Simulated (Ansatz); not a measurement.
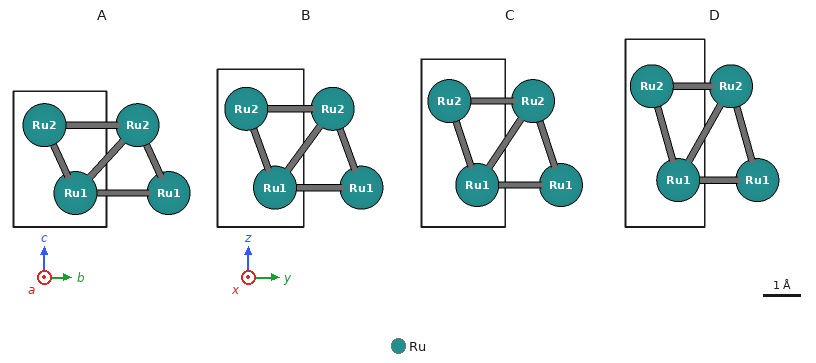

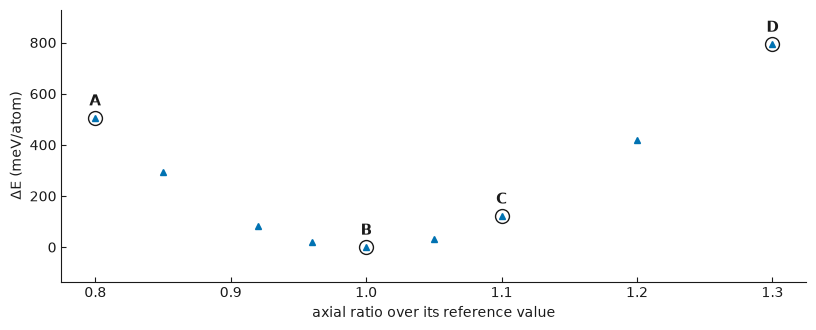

A crystal of Ru (P6_3/mmc): the ratio of the cell's length along z to its lengths across, counted as 1 for the reference, is changed at fixed volume (a c/a path), with the atoms kept at their fractional coordinates. x, y and z are the Cartesian axes of the input. The lettered frames are marked on the plot. Style: ball-and-stick. Shown: the cell of the calculation, repeated 2 × 2 × 1 with one cell outlined, along the a axis.

Level of theory: DFT PBE, scalar-relativistic, plane waves, PAW in Ansatz. Settings: plane-wave cutoff 420 eV; k-point mesh 30 × 30 × 16; occupations gaussian; smearing width 0.15 eV; no spin polarisation. Energies (free energies at the smearing named) are counted from the relaxed crystal.

Read off the main features of the energy profile.

Answer. Of the computed points the lowest is at the relative ratio 1.00, 0 meV/atom. The end points stand at 506 meV/atom (0.80) and 794 meV/atom (1.30). The distortion keeps the space group P6_3/mmc. At the relative ratio 1.30 the cell of the drawing goes a 2.720 → 2.492 Å, b 2.720 → 2.492 Å, c 4.297 → 5.118 Å.
